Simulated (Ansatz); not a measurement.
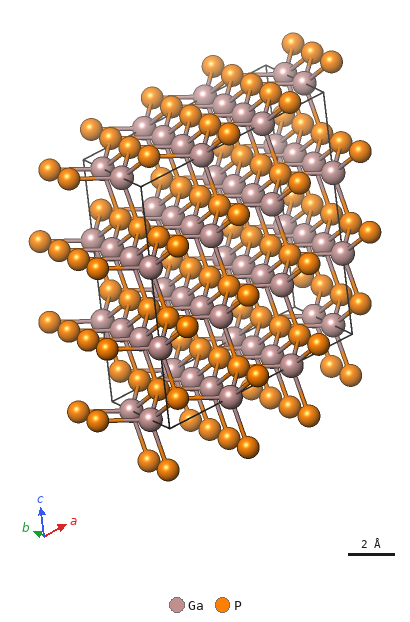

The structure as given in the input (ball-and-stick view of the cell of the calculation, seen slightly off an axis; bonded neighbours outside the cell are drawn too). An atom can appear more than once, as a periodic image.

Run report: Ga26P27 (charge −3), field-gradient calculation (part 1 of 3)

The run: field-gradient calculation of Ga26P27 (defect cell, 53 atoms in the cell, total charge −3). Method and program: DFT, PBE, plane-wave PAW, default files, scalar-relativistic, no spin polarisation (Ansatz 0.2.0).

The structure derives from an entry of the Crystallography Open Database. It belongs to a series of runs on one base structure; here: Ga vacancy, charge -3, host positions.

What the program printed:
```
Engine: ansatz 0.2.0, aarch64-unknown-linux-gnu
Pseudopotentials: kind: paw
Pseudopotential: Ga, paw, valence charge 13, recommended cutoff 420 eV (normal), Ga.paw.azcp
Pseudopotential: P, paw, valence charge 5, recommended cutoff 420 eV (normal), P.paw.azcp
Functional definition: PBE
  parameter kappa = 0.804
  parameter beta = 0.06672455060314922
  exchange = pbe_x(kappa = kappa, mu = beta*pi^2/3)
  correlation = pbe_c(beta = beta)
Crystal: 53 atoms, lattice volume = 1092.981 Å³
Basis set: ecut = 420 eV, 21331 PW (Γ), exchange–correlation on 160×160×160 points (8 copies of the dense FFT grid, shifted against one another)
Bands: 291, of which v1, the nominal top of the filled ones, is band 238 counted from 1 (237 counted from 0)
Symmetry: 24 space group operations
Space group: F-43m (ITA 216), of the structure as read, at distance tolerance 1.0e-4 Å
k-points: 3 of 8
Non-local potential: Ga, projectors of the file, l = 0: 2, l = 1: 2, l = 2: 3, l = 3: 1
Non-local potential: P, projectors of the file, l = 0: 2, l = 1: 2, l = 2: 2
PAW form: soft (Blöchl's): semilocal exchange-correlation on the pseudo side does not see the compensation charge
PAW one-centre angular grid: Ga, 590 points (default); XC on 64 Gauss nodes
PAW one-centre angular grid: P, 110 points (default); XC on 64 Gauss nodes
Initial density: superposition of atomic densities (neutral atoms scaled as one to the charged cell's electrons: chi_scale 0, normalization atom), corrected by the library's trained network
Initial wavefunctions: pseudopotential atomic-orbital guess
Functional: x = pbe(κ = 0.804, μ = 0.2195149727645171), c = pbe(β = 0.06672455060314922)
SCF iter   1: F=—  HF=-118760.658746 eV  |F-HF|=—  |Δ(HF+E_count)|=         —  Δρ=2.35e-2  dr2=6.87e0  ethr=1.77e-3  ⟨swp⟩=7.3  Hψ=3552  notcnv=0  defer=6
preconditioner: auto → Resta (q_TF=auto, 2.375 Å⁻¹)  ε∞=4.5  [insulator: Δε(μ)=1.274 eV  Ē_g=13.155 eV  σ=0.010 eV  W_gap=1.00  n_scr=258 (ndim 8)  ℏωp=24.5 eV  f_vac=0.012  D(μ)=0.00/eV (n_scr^D=0)  ε∞_Penn≈4.5]
SCF iter   2: F=—  HF=-118758.612886 eV  |F-HF|=—  |Δ(HF+E_count)|=    2.05e0  Δρ=5.56e-3  dr2=5.88e-1  ethr=1.44e-3  ⟨swp⟩=2.3  Hψ=1749  notcnv=0  defer=134
SCF iter   3: F=—  HF=-118758.288266 eV  |F-HF|=—  |Δ(HF+E_count)|=   3.25e-1  Δρ=3.76e-3  dr2=1.98e-1  ethr=1.23e-4  ⟨swp⟩=3.0  Hψ=1498  notcnv=0  defer=134
SCF iter   4: F=—  HF=-118758.231403 eV  |F-HF|=—  |Δ(HF+E_count)|=   5.69e-2  Δρ=1.06e-3  dr2=1.87e-2  ethr=4.16e-5  ⟨swp⟩=2.3  Hψ=1755  notcnv=0  defer=134
SCF iter   5: F=—  HF=-118758.239242 eV  |F-HF|=—  |Δ(HF+E_count)|=   7.84e-3  Δρ=4.52e-4  dr2=2.76e-3  ethr=3.93e-6  ⟨swp⟩=3.0  Hψ=1496  notcnv=0  defer=134
SCF iter   6: F=—  HF=-118758.239499 eV  |F-HF|=—  |Δ(HF+E_count)|=   2.57e-4  Δρ=9.18e-5  dr2=1.37e-4  ethr=5.80e-7  ⟨swp⟩=3.3  Hψ=1727  notcnv=0  defer=134
SCF iter   7: F=—  HF=-118758.239632 eV  |F-HF|=—  |Δ(HF+E_count)|=   1.34e-4  Δρ=3.63e-5  dr2=1.95e-5  ethr=2.89e-8  ⟨swp⟩=2.0  Hψ=1408  notcnv=0  defer=134
SCF iter   8: F=—  HF=-118758.240121 eV  |F-HF|=—  |Δ(HF+E_count)|=   4.89e-4  Δρ=2.84e-5  dr2=5.57e-6  ethr=4.09e-9  ⟨swp⟩=3.0  Hψ=1451  notcnv=0  defer=134
SCF iter   9: F=—  HF=-118758.240115 eV  |F-HF|=—  |Δ(HF+E_count)|=   6.45e-6  Δρ=5.62e-6  dr2=4.17e-7  ethr=1.17e-9  ⟨swp⟩=2.0  Hψ=1445  notcnv=0  defer=134
SCF iter  10: F=-118758.240115 eV  HF=-118758.240115 eV  |F-HF|=5.59e-9  |Δ(HF+E_count)|=   5.98e-7  Δρ=1.52e-6  dr2=5.28e-8  ethr=2.10e-11  ⟨swp⟩=15.0  Hψ=5332  notcnv=0
SCF 1 converged in 10 iterations: F = -118758.240115 eV  dr2 = 5.28e-8
  greatest PAW one-centre occupation: 0.995 electrons in one spin orbital (limit 2), on the Ga atom at site 10 (counted from 0), in its partial waves of l = 2
```

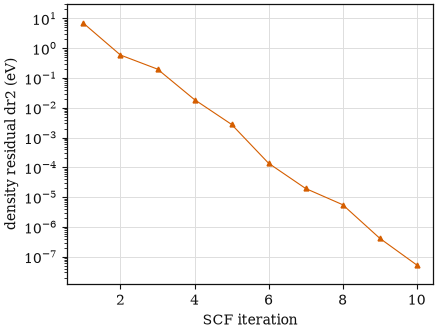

Convergence of the self-consistent field: density residual dr2 against the SCF iteration. The residual falls at every step.

```
SCF converged after 10 iterations
Free energy (F): -118758.240115 eV
Harris-Foulkes:  -118758.240115 eV  (|F-HF|=5.59e-9)
Internal energy: -118758.240115 eV  (E = F + TS)
E sigma→0 (E₀):  -118758.240115 eV
Fermi energy:    8.087313 eV
--- Per-component energies (eV) ---
  E_band       = -1619.303038
  E_kinetic    = 4947.513990
  E_local      = -58558.564922  (includes V_loc(G=0)·N_el)
  E_nonlocal   = 11970.596588
  E_hartree    = 27053.613165
  E_xc         = -3488.191453
  E_vxc        = -3189.520218  (∫ρ·V_xc dr)
  E_paw        = -67085.377196  (= ΣΔE_a)
  E_vpaw       = -10896.562547  (= ΣTr[D̂ρ^β])
  E_aug_tail   = -0.002703  (compensation charges beyond the density's cutoff)
  E_ewald      = -33597.827582
  E_smearing   = -0.000000  (= −TS)
  E_closure    = 0.000000  (closes the sum)
  E_deformation_potential = -39.571794  (in the stress; not in F)
  Σ components = -118758.240115   (vs F -118758.240115, Δ=0.00e0)
--- Forces (eV/Å), atoms counted from 1 ---
  atom   1  Ga    -0.41525869    -0.41525869     0.90831952
  atom   2  Ga     0.41525869     0.41525869     0.90831952
  atom   3  Ga    -0.41525869     0.90831952    -0.41525869
  atom   4  Ga    -0.16081498     0.16081498     0.16081498
  atom   5  Ga    -0.90831952     0.41525869    -0.41525869
  atom   6  Ga     0.41525869     0.90831952     0.41525869
  atom   7  Ga    -0.90831952    -0.41525869     0.41525869
  atom   8  Ga    -0.15345270     0.15345270     0.15345270
  atom   9  Ga     0.90831952    -0.41525869    -0.41525869
  atom  10  Ga     0.16081498    -0.16081498     0.16081498
  atom  11  Ga     0.41525869    -0.90831952    -0.41525869
  atom  12  Ga     0.16081498     0.16081498    -0.16081498
  atom  13  Ga    -0.16081498    -0.16081498    -0.16081498
  atom  14  Ga     0.00000000    -0.00000000    -0.15426257
  atom  15  Ga     0.41525869    -0.41525869    -0.90831952
  atom  16  Ga     0.00000000    -0.15426257     0.00000000
  atom  17  Ga     0.15426257    -0.00000000     0.00000000
  atom  18  Ga     0.90831952     0.41525869     0.41525869
  atom  19  Ga    -0.41525869    -0.90831952     0.41525869
  atom  20  Ga     0.15345270    -0.15345270     0.15345270
  atom  21  Ga    -0.41525869     0.41525869    -0.90831952
  atom  22  Ga    -0.15426257    -0.00000000     0.00000000
  atom  23  Ga     0.00000000     0.15426257     0.00000000
  atom  24  Ga     0.15345270     0.15345270    -0.15345270
  atom  25  Ga     0.00000000    -0.00000000     0.15426257
  atom  26  Ga    -0.15345270    -0.15345270    -0.15345270
  atom  27  P     -0.39285514    -0.39285514    -0.39285514
  atom  28  P     -0.00000000     0.00000000    -0.37727417
  atom  29  P      0.39285514     0.39285514    -0.39285514
  atom  30  P     -0.00000000    -0.37727417    -0.00000000
  atom  31  P      0.37727417     0.00000000     0.00000000
  atom  32  P      0.12216593    -0.12216593     0.07682278
  atom  33  P      0.39285514    -0.39285514     0.39285514
  atom  34  P      0.12216593     0.07682278    -0.12216593
  atom  35  P     -0.07682278    -0.12216593    -0.12216593
  atom  36  P     -0.37727417     0.00000000    -0.00000000
  atom  37  P     -0.00000000     0.37727417    -0.00000000
  atom  38  P     -0.12216593     0.12216593     0.07682278
  atom  39  P     -0.00000000     0.00000000     0.37727417
  atom  40  P      0.03735247     0.03735247     0.03735247
  atom  41  P     -0.03735247    -0.03735247     0.03735247
  atom  42  P     -0.12216593     0.07682278     0.12216593
  atom  43  P     -0.03735247     0.03735247    -0.03735247
  atom  44  P     -0.07682278     0.12216593     0.12216593
  atom  45  P     -0.39285514     0.39285514     0.39285514
  atom  46  P      0.07682278     0.12216593    -0.12216593
  atom  47  P     -0.12216593    -0.07682278    -0.12216593
  atom  48  P      0.07682278    -0.12216593     0.12216593
  atom  49  P      0.03735247    -0.03735247    -0.03735247
  atom  50  P      0.12216593    -0.07682278     0.12216593
  atom  51  P     -0.12216593    -0.12216593    -0.07682278
  atom  52  P      0.12216593     0.12216593    -0.07682278
  atom  53  P     -0.00000000     0.00000000    -0.00000000
  max |Σ_I F_I| component: 2.47e-16 eV/Å
--- Stress (GPa, compression-positive) ---
        1.603840       0.000000      -0.000000
       -0.000000       1.603840       0.000000
       -0.000000       0.000000       1.603840
  P = ⅓ Tr σ = 1.6038 GPa (16.038 kbar)
--- PAW observables at the nuclei: V_zz in 10²¹ V/m², potentials from the cell's mean, atoms counted from 1 ---
  atom   1  Ga V_zz =    -3.251273   η = 0.5701   by run symmetry: allowed   C_q = -8.4119 MHz
            electrostatic potential = -4130.146233 V   contact ρ = 187415.637206 e/Å³
  atom   2  Ga V_zz =    -3.251273   η = 0.5701   by run symmetry: allowed   C_q = -8.4119 MHz
            electrostatic potential = -4130.146233 V   contact ρ = 187415.637206 e/Å³
  atom   3  Ga V_zz =    -3.251273   η = 0.5701   by run symmetry: allowed   C_q = -8.4119 MHz
            electrostatic potential = -4130.146233 V   contact ρ = 187415.637206 e/Å³
  atom   4  Ga V_zz =    +1.013780   η = 0.0000   by run symmetry: allowed   C_q = +2.6229 MHz
            electrostatic potential = -4129.734405 V   contact ρ = 187415.148482 e/Å³
  atom   5  Ga V_zz =    -3.251273   η = 0.5701   by run symmetry: allowed   C_q = -8.4119 MHz
            electrostatic potential = -4130.146233 V   contact ρ = 187415.637206 e/Å³
  atom   6  Ga V_zz =    -3.251273   η = 0.5701   by run symmetry: allowed   C_q = -8.4119 MHz
            electrostatic potential = -4130.146233 V   contact ρ = 187415.637206 e/Å³
  atom   7  Ga V_zz =    -3.251273   η = 0.5701   by run symmetry: allowed   C_q = -8.4119 MHz
            electrostatic potential = -4130.146233 V   contact ρ = 187415.637206 e/Å³
  atom   8  Ga V_zz =    +0.843490   η = 0.0000   by run symmetry: allowed   C_q = +2.1823 MHz
            electrostatic potential = -4129.734979 V   contact ρ = 187415.418004 e/Å³
  atom   9  Ga V_zz =    -3.251273   η = 0.5701   by run symmetry: allowed   C_q = -8.4119 MHz
            electrostatic potential = -4130.146233 V   contact ρ = 187415.637206 e/Å³
  atom  10  Ga V_zz =    +1.013780   η = 0.0000   by run symmetry: allowed   C_q = +2.6229 MHz
            electrostatic potential = -4129.734405 V   contact ρ = 187415.148482 e/Å³
  atom  11  Ga V_zz =    -3.251273   η = 0.5701   by run symmetry: allowed   C_q = -8.4119 MHz
            electrostatic potential = -4130.146233 V   contact ρ = 187415.637206 e/Å³
  atom  12  Ga V_zz =    +1.013780   η = 0.0000   by run symmetry: allowed   C_q = +2.6229 MHz
            electrostatic potential = -4129.734405 V   contact ρ = 187415.148482 e/Å³
  atom  13  Ga V_zz =    +1.013780   η = 0.0000   by run symmetry: allowed   C_q = +2.6229 MHz
            electrostatic potential = -4129.734405 V   contact ρ = 187415.148482 e/Å³
  atom  14  Ga V_zz =    -0.490154   η = 0.8067   by run symmetry: allowed   C_q = -1.2682 MHz
            electrostatic potential = -4129.593563 V   contact ρ = 187415.194933 e/Å³
  atom  15  Ga V_zz =    -3.251273   η = 0.5701   by run symmetry: allowed   C_q = -8.4119 MHz
            electrostatic potential = -4130.146233 V   contact ρ = 187415.637206 e/Å³
  atom  16  Ga V_zz =    -0.490154   η = 0.8067   by run symmetry: allowed   C_q = -1.2682 MHz
            electrostatic potential = -4129.593563 V   contact ρ = 187415.194933 e/Å³
  atom  17  Ga V_zz =    -0.490154   η = 0.8067   by run symmetry: allowed   C_q = -1.2682 MHz
            electrostatic potential = -4129.593563 V   contact ρ = 187415.194933 e/Å³
  atom  18  Ga V_zz =    -3.251273   η = 0.5701   by run symmetry: allowed   C_q = -8.4119 MHz
            electrostatic potential = -4130.146233 V   contact ρ = 187415.637206 e/Å³
  atom  19  Ga V_zz =    -3.251273   η = 0.5701   by run symmetry: allowed   C_q = -8.4119 MHz
            electrostatic potential = -4130.146233 V   contact ρ = 187415.637206 e/Å³
  atom  20  Ga V_zz =    +0.843490   η = 0.0000   by run symmetry: allowed   C_q = +2.1823 MHz
            electrostatic potential = -4129.734979 V   contact ρ = 187415.418004 e/Å³
  atom  21  Ga V_zz =    -3.251273   η = 0.5701   by run symmetry: allowed   C_q = -8.4119 MHz
            electrostatic potential = -4130.146233 V   contact ρ = 187415.637206 e/Å³
  atom  22  Ga V_zz =    -0.490154   η = 0.8067   by run symmetry: allowed   C_q = -1.2682 MHz
            electrostatic potential = -4129.593563 V   contact ρ = 187415.194933 e/Å³
  atom  23  Ga V_zz =    -0.490154   η = 0.8067   by run symmetry: allowed   C_q = -1.2682 MHz
            electrostatic potential = -4129.593563 V   contact ρ = 187415.194933 e/Å³
  atom  24  Ga V_zz =    +0.843490   η = 0.0000   by run symmetry: allowed   C_q = +2.1823 MHz
            electrostatic potential = -4129.734979 V   contact ρ = 187415.418004 e/Å³
  atom  25  Ga V_zz =    -0.490154   η = 0.8067   by run symmetry: allowed   C_q = -1.2682 MHz
            electrostatic potential = -4129.593563 V   contact ρ = 187415.194933 e/Å³
  atom  26  Ga V_zz =    +0.843490   η = 0.0000   by run symmetry: allowed   C_q = +2.1823 MHz
            electrostatic potential = -4129.734979 V   contact ρ = 187415.418004 e/Å³
  atom  27  P  V_zz =    -8.371707   η = 0.0000   by run symmetry: allowed
            electrostatic potential = -1495.538127 V   contact ρ = 16022.123900 e/Å³
  atom  28  P  V_zz =    -2.025199   η = 0.5287   by run symmetry: allowed
            electrostatic potential = -1494.451720 V   contact ρ = 16019.363965 e/Å³
  atom  29  P  V_zz =    -8.371707   η = 0.0000   by run symmetry: allowed
            electrostatic potential = -1495.538127 V   contact ρ = 16022.123900 e/Å³
  atom  30  P  V_zz =    -2.025199   η = 0.5287   by run symmetry: allowed
            electrostatic potential = -1494.451720 V   contact ρ = 16019.363965 e/Å³
  atom  31  P  V_zz =    -2.025199   η = 0.5287   by run symmetry: allowed
            electrostatic potential = -1494.451720 V   contact ρ = 16019.363965 e/Å³
  atom  32  P  V_zz =    +1.069644   η = 0.3820   by run symmetry: allowed
            electrostatic potential = -1494.222298 V   contact ρ = 16019.120379 e/Å³
  atom  33  P  V_zz =    -8.371707   η = 0.0000   by run symmetry: allowed
            electrostatic potential = -1495.538127 V   contact ρ = 16022.123900 e/Å³
  atom  34  P  V_zz =    +1.069644   η = 0.3820   by run symmetry: allowed
            electrostatic potential = -1494.222298 V   contact ρ = 16019.120379 e/Å³
  atom  35  P  V_zz =    +1.069644   η = 0.3820   by run symmetry: allowed
            electrostatic potential = -1494.222298 V   contact ρ = 16019.120379 e/Å³
  atom  36  P  V_zz =    -2.025199   η = 0.5287   by run symmetry: allowed
            electrostatic potential = -1494.451720 V   contact ρ = 16019.363965 e/Å³
  atom  37  P  V_zz =    -2.025199   η = 0.5287   by run symmetry: allowed
            electrostatic potential = -1494.451720 V   contact ρ = 16019.363965 e/Å³
  atom  38  P  V_zz =    +1.069644   η = 0.3820   by run symmetry: allowed
            electrostatic potential = -1494.222298 V   contact ρ = 16019.120379 e/Å³
  atom  39  P  V_zz =    -2.025199   η = 0.5287   by run symmetry: allowed
            electrostatic potential = -1494.451720 V   contact ρ = 16019.363965 e/Å³
  atom  40  P  V_zz =    -0.179062   η = 0.0000   by run symmetry: allowed
            electrostatic potential = -1494.016696 V   contact ρ = 16019.084911 e/Å³
  atom  41  P  V_zz =    -0.179062   η = 0.0000   by run symmetry: allowed
            electrostatic potential = -1494.016696 V   contact ρ = 16019.084911 e/Å³
  atom  42  P  V_zz =    +1.069644   η = 0.3820   by run symmetry: allowed
            electrostatic potential = -1494.222298 V   contact ρ = 16019.120379 e/Å³
  atom  43  P  V_zz =    -0.179062   η = 0.0000   by run symmetry: allowed
            electrostatic potential = -1494.016696 V   contact ρ = 16019.084911 e/Å³
  atom  44  P  V_zz =    +1.069644   η = 0.3820   by run symmetry: allowed
            electrostatic potential = -1494.222298 V   contact ρ = 16019.120379 e/Å³
  atom  45  P  V_zz =    -8.371707   η = 0.0000   by run symmetry: allowed
            electrostatic potential = -1495.538127 V   contact ρ = 16022.123900 e/Å³
  atom  46  P  V_zz =    +1.069644   η = 0.3820   by run symmetry: allowed
            electrostatic potential = -1494.222298 V   contact ρ = 16019.120379 e/Å³
  atom  47  P  V_zz =    +1.069644   η = 0.3820   by run symmetry: allowed
            electrostatic potential = -1494.222298 V   contact ρ = 16019.120379 e/Å³
  atom  48  P  V_zz =    +1.069644   η = 0.3820   by run symmetry: allowed
            electrostatic potential = -1494.222298 V   contact ρ = 16019.120379 e/Å³
  atom  49  P  V_zz =    -0.179062   η = 0.0000   by run symmetry: allowed
            electrostatic potential = -1494.016696 V   contact ρ = 16019.084911 e/Å³
  atom  50  P  V_zz =    +1.069644   η = 0.3820   by run symmetry: allowed
            electrostatic potential = -1494.222298 V   contact ρ = 16019.120379 e/Å³
  atom  51  P  V_zz =    +1.069644   η = 0.3820   by run symmetry: allowed
            electrostatic potential = -1494.222298 V   contact ρ = 16019.120379 e/Å³
  atom  52  P  V_zz =    +1.069644   η = 0.3820   by run symmetry: allowed
            electrostatic potential = -1494.222298 V   contact ρ = 16019.120379 e/Å³
  atom  53  P  V_zz =    +0.000000   η = 0.0000   by run symmetry: forbidden
            electrostatic potential = -1494.025075 V   contact ρ = 16019.050364 e/Å³
--- Band table (eV) ---
```
